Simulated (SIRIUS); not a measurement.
System: Y, space group P6_3/mmc (No. 194).

The given structure:
```xyz
4
Lattice="3.6425 0.0000 0.0000 -1.8213 3.1545 0.0000 0.0000 0.0000 11.8441" Properties=species:S:1:pos:R:3 pbc="T T T"
Y     1.8213    1.0515    8.8831
Y     0.0000    0.0000    5.9221
Y     0.0000    2.1030    2.9610
Y     0.0000    0.0000    0.0000
```

Calculation (SIRIUS 7.12.0): all-electron LAPW DFT, no spin polarisation; energies at scaled volumes of the given cell, shape and fractions fixed, counted from the fit's minimum, third-order Birch-Murnaghan fit. Level: BLYP.

k mesh 8×8×3; occupations Fermi–Dirac; smearing width 0.05 eV; potentials all electron FP LAPW; program settings basis apw+lo standard, gk cutoff 3.46 1/bohr, pw cutoff 20 1/bohr.

Predict the energy against volume. The volume takes the values 31.98, 32.66, 33.34, 34.02, 34.70, 35.38, 36.07 Å³/atom.

A third-order Birch–Murnaghan fit gives V0 = 33.34 Å³/atom, B0 = 38 GPa and B′ = 3.5. The energy is 6.92 meV/atom at volume 31.98 Å³/atom and 23.61 meV/atom at 36.07 Å³/atom; the lowest computed point is at volume 33.34 Å³/atom (0.00 meV/atom).

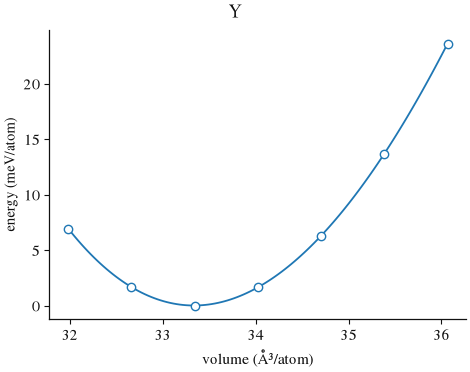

Note: shape and atomic fractions are frozen while scaling, which makes layered, chain and framework solids too stiff.
